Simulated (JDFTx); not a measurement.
**Screening calculation, with input and output: CuI**

CuI (F-43m, 2 atoms in the cell), computed with Kohn-Sham DFT of a periodic cell, LDA, PseudoDojo-SR-LDA-0.4.1-standard, no spin polarisation (JDFTx 1.7.0 (patched build)).

The structure derives from an entry of the Crystallography Open Database.

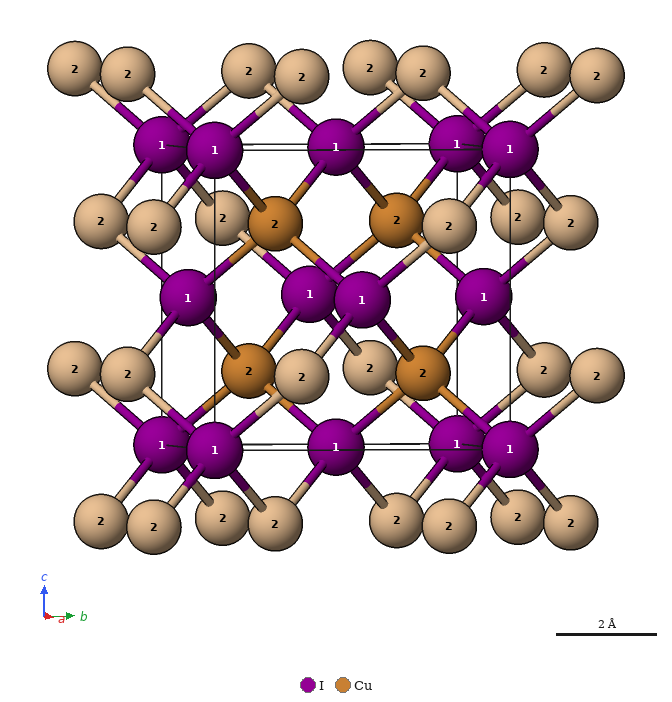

The structure as given in the input (ball-and-stick view of the cell 4 times as large as that of the calculation, set on its symmetry axes, seen at an oblique angle; neighbours outside the cell are drawn fainter; atoms are numbered from 1 in the order of the input).

### Input
```
lattice \
    0.0000000000     3.0315000000     3.0315000000 \
    3.0315000000     0.0000000000     3.0315000000 \
    3.0315000000     3.0315000000     0.0000000000
latt-scale 1.889726124626 1.889726124626 1.889726124626
coords-type Lattice
ion I      0.0000000000     0.0000000000     0.0000000000 1
ion Cu     0.7500000000     0.7500000000     0.7500000000 1

ion-species pseudo/I.upf
ion-species pseudo/Cu.upf
elec-cutoff 42 336
elec-ex-corr lda-PW
exchange-regularization None
kpoint-folding 4 4 4
elec-smearing Fermi 0.0018374661
elec-n-bands 43
symmetries none
electronic-SCF nIterations 100 energyDiffThreshold 1e-09
electronic-minimize nIterations 30 energyDiffThreshold 1e-7
converge-empty-states yes
forces-output-coords Cartesian
polarizability Total 3 8
polarizability-kdiff 0.0000000000 0.0000000000 0.2500000000

dump-name run.$VAR
dump End Ecomponents EigStats BandEigs Kpoints Forces Stress ElecDensity Dtot KEdensity
```

Run on 1 thread of Intel Xeon (Sapphire Rapids), 64 GiB of memory available, shared host.

Launched with:
```bash
jdftx -c 1 -i CuI.in -o CuI.out
```

### The program's output
```
*************** JDFTx 1.7.0 (patched build) ***************

Input parsed successfully to the following command list (including defaults):
[... the input with its defaults ...]

---------- Initializing the Grid ----------
R =
[            0       5.7287       5.7287  ]
[       5.7287            0       5.7287  ]
[       5.7287       5.7287            0  ]
unit cell volume = 376.01
G =
[  -0.548395   0.548395   0.548395  ]
[   0.548395  -0.548395   0.548395  ]
[   0.548395   0.548395  -0.548395  ]
Minimum fftbox size, Smin = [  68  68  68  ]
Chosen fftbox size, S = [  70  70  70  ]

---------- Initializing tighter grid for wavefunction operations ----------
R =
[            0       5.7287       5.7287  ]
[       5.7287            0       5.7287  ]
[       5.7287       5.7287            0  ]
unit cell volume = 376.01
G =
[  -0.548395   0.548395   0.548395  ]
[   0.548395  -0.548395   0.548395  ]
[   0.548395   0.548395  -0.548395  ]
Minimum fftbox size, Smin = [  48  48  48  ]
Chosen fftbox size, S = [  48  48  48  ]

---------- Exchange Correlation functional ----------
Initalized Slater LDA exchange.
Initalized Perdew-Wang LDA correlation.

---------- Setting up pseudopotentials ----------
Width of ionic core gaussian charges (only for fluid interactions / plotting) set to 0

Reading pseudopotential file 'pseudo/I.upf':
  'I' pseudopotential, 'SLA  PW   NOGX NOGC' functional
  Generated using ONCVPSP code by D. R. Hamann
  7 valence electrons, 2 orbitals, 6 projectors, 1001 radial grid points, with lMax = 2
    5S    l: 0   occupation:  2.0   eigenvalue: -0.648701
    5P    l: 1   occupation:  5.0   eigenvalue: -0.266021
  Core radius for overlap checks: 2.24 bohrs.

Reading pseudopotential file 'pseudo/Cu.upf':
  'Cu' pseudopotential, 'SLA  PW   NOGX NOGC' functional
  Generated using ONCVPSP code by D. R. Hamann
  19 valence electrons, 4 orbitals, 6 projectors, 1001 radial grid points, with lMax = 2
    3S    l: 0   occupation:  2.0   eigenvalue: -4.194949
    3P    l: 1   occupation:  6.0   eigenvalue: -2.647131
    3D    l: 2   occupation: 10.0   eigenvalue: -0.195667
    4S    l: 0   occupation:  1.0   eigenvalue: -0.178540
  Core radius for overlap checks: 1.70 bohrs.

Initialized 2 species with 2 total atoms.

Folded 1 k-points by 4x4x4 to 64 k-points.

---------- Setting up k-points, bands, fillings ----------
No reducable k-points.
Computing the number of bands and number of electrons
Calculating initial fillings.
nElectrons:  26.000000   nBands: 43   nStates: 64

----- Setting up reduced wavefunction bases (one per k-point) -----
average nbasis = 4887.172 , ideal nbasis = 4888.406

----- Initializing Supercell corresponding to k-point mesh -----
Lattice vector linear combinations in supercell:
[   4   0   0  ]
[   0   4   0  ]
[   0   0   4  ]
Supercell lattice vectors:
[  0  22.9148  22.9148  ]
[  22.9148  0  22.9148  ]
[  22.9148  22.9148  0  ]

-------- Setting up exchange kernel --------
3D periodic kernel with unmodified G=0.

---------- Setting up ewald sum ----------
Optimum gaussian width for ewald sums = 2.601879 bohr.
Real space sum over 1331 unit cells with max indices [  5  5  5  ]
Reciprocal space sum over 2197 terms with max indices [  6  6  6  ]

---------- Allocating electronic variables ----------
Initializing wave functions:  linear combination of atomic orbitals
Note: number of bands (43) exceeds available atomic orbitals (14)
I pseudo-atom occupations:   s ( 2 )  p ( 5 )
Cu pseudo-atom occupations:   s ( 2 1 )  p ( 6 )  d ( 10 )
	FillingsUpdate:  mu: +0.230072656  nElectrons: 26.000000
LCAOMinimize: Iter:   0  F: -197.2553326686780224  |grad|_K:  1.110e-03  alpha:  1.000e+00
	FillingsUpdate:  mu: +0.269092502  nElectrons: 26.000000
LCAOMinimize: Iter:   1  F: -197.2705991885529500  |grad|_K:  3.336e-04  alpha:  3.984e-01  linmin:  2.750e-01  cgtest: -1.211e+00
LCAOMinimize: 	Bad step direction: g.d > 0.
[... 11 lines of inner loops ...]
LCAOMinimize: Iter:   6  F: -197.2728115693680309  |grad|_K:  2.901e-07  alpha:  6.049e-01  linmin:  2.246e-04  cgtest:  8.497e-03
	FillingsUpdate:  mu: +0.255868586  nElectrons: 26.000000
LCAOMinimize: Iter:   7  F: -197.2728115735844199  |grad|_K:  3.350e-08  alpha:  8.467e-01  linmin: -2.349e-04  cgtest:  1.550e-03
LCAOMinimize: Converged (|Delta F|<1.000000e-06 for 2 iters).

-------- Electronic minimization -----------
Will mix electronic density at each iteration.
	FillingsUpdate:  mu: +0.255868586  nElectrons: 26.000000
	FillingsUpdate:  mu: +0.254845085  nElectrons: 26.000000
SCF: Cycle:  0   F: -197.288216941553657   dF: -1.541e-02   |Residual|: 1.834e-02   |deigs|: 5.372e-01
	FillingsUpdate:  mu: +0.255466533  nElectrons: 26.000000
SCF: Cycle:  1   F: -197.288340346003764   dF: -1.234e-04   |Residual|: 9.634e-03   |deigs|: 4.647e-03
	FillingsUpdate:  mu: +0.255590610  nElectrons: 26.000000
SCF: Cycle:  2   F: -197.288349213643755   dF: -8.868e-06   |Residual|: 1.489e-03   |deigs|: 4.899e-04
	FillingsUpdate:  mu: +0.255538337  nElectrons: 26.000000
SCF: Cycle:  3   F: -197.288349806411674   dF: -5.928e-07   |Residual|: 7.493e-04   |deigs|: 2.068e-04
	FillingsUpdate:  mu: +0.255633348  nElectrons: 26.000000
SCF: Cycle:  4   F: -197.288349896175191   dF: -8.976e-08   |Residual|: 5.716e-04   |deigs|: 1.826e-04
	FillingsUpdate:  mu: +0.255608213  nElectrons: 26.000000
SCF: Cycle:  5   F: -197.288350075784905   dF: -1.796e-07   |Residual|: 1.131e-04   |deigs|: 1.353e-04
	FillingsUpdate:  mu: +0.255614745  nElectrons: 26.000000
SCF: Cycle:  6   F: -197.288350083664170   dF: -7.879e-09   |Residual|: 2.280e-05   |deigs|: 1.129e-04
	FillingsUpdate:  mu: +0.255618578  nElectrons: 26.000000
SCF: Cycle:  7   F: -197.288350084132730   dF: -4.686e-10   |Residual|: 1.509e-05   |deigs|: 9.790e-05
	FillingsUpdate:  mu: +0.255618491  nElectrons: 26.000000
SCF: Cycle:  8   F: -197.288350084291238   dF: -1.585e-10   |Residual|: 5.980e-06   |deigs|: 8.684e-05
SCF: Converged (|Delta E|<1.000000e-09 for 2 iters).

Setting wave functions to eigenvectors of Hamiltonian
Converging empty states (this may take a while):
EmptyStates: None of the convergence criteria satisfied.
|deigs|: 6.324e-04

# Stress tensor in Cartesian coordinates [Eh/a0^3]:
[  0.000150602  4.02817e-10 -6.02091e-11  ]
[  4.02817e-10  0.000150602  3.89949e-10  ]
[ -6.02092e-11  3.89949e-10  0.000150602  ]

# Ionic positions in lattice coordinates:
ion I   0.000000000000000   0.000000000000000   0.000000000000000 1
ion Cu   0.750000000000000   0.750000000000000   0.750000000000000 1

# Forces in Cartesian coordinates:
force I  -0.000000004350985  -0.000000018428438  -0.000000026619436 1
force Cu  -0.000000082286892  -0.000000221015661   0.000000410215304 1

# Energy components:
   Eewald =      -91.3430046984846342
       EH =       91.7300359682840707
     Eloc =     -234.4814152970619148
      Enl =      -31.7783837365456385
      Exc =      -27.0358601511512724
 Exc_core =        5.1909434608981178
       KE =       90.4293346045053568
-------------------------------------
     Etot =     -197.2883498495559706
       TS =        0.0000002347352629
-------------------------------------
        F =     -197.2883500842912383

IonicMinimize: Iter:   0  F: -197.288350084291238  |grad|_K:  1.408e-07
IonicMinimize: Converged (|grad|_K<1.000000e-04).

#--- Lowdin population analysis ---
# oxidation-state I -0.253
# oxidation-state Cu +0.422

Dumping 'run.eigStats' ...
	eMin: -3.830803 at state 0 ( [ +0.000000 +0.000000 +0.000000 ] spin 0 )
	HOMO: +0.237971 at state 0 ( [ +0.000000 +0.000000 +0.000000 ] spin 0 )
	mu  : +0.255618
	LUMO: +0.271240 at state 0 ( [ +0.000000 +0.000000 +0.000000 ] spin 0 )
	eMax: +1.569869 at state 0 ( [ +0.000000 +0.000000 +0.000000 ] spin 0 )
	HOMO-LUMO gap: +0.033268
	Optical gap  : +0.033268 at state 0 ( [ +0.000000 +0.000000 +0.000000 ] spin 0 )
Dumping polarizability matrix:
	Setting up reduced basis at Ecut=3: nbasis = 95 for k = [   0.000   0.000   0.250  ]
	Including partial fillings, which differ from 13 full bands at every k by up to 0.00020312.
	Computing NonInteracting polarizability in plane-wave basis
	Clearing orthogonal wavefunctions (C) to free memory.
	Applying Coulomb kernel
	Forming Coulomb matrix
	Applying Exchange-Correlation kernel
	Forming Exchange-Correlation matrix
	Computing External and Total polarizability matrices in PW basis
	Dumping 'run.epsInvEigs' ... Done.
	head(epsInv): 0.222276   1/head(epsInv): 4.49891
	Computing transformation matrix from PW to Total polarizability eigen-basis
	Transforming output quantities to Total polarizability eigen-basis
	Dumping 'run.pol_*' ... Done.
WARNING: the last solve of the electrons (or of bands or displaced states from it) ended unconverged.
Done!
```

### Summary

```csv
quantity,value
outcome,converged
space group (tolerance 0.01 Å),F-43m (216)
electrons treated,26
free energy,−5368.4895 eV
gap on the k-point mesh,0.91 eV
pressure,−4.43 GPa
largest force (length of the vector),under 0.001 eV/Å
wall time,9 min
peak memory,0.5 GiB
```

### Notes

Notes on the run: WARNING: the last solve of the electrons (or of bands or displaced states from it) ended unconverged. Points of doubt noted for this run: coarse mesh.
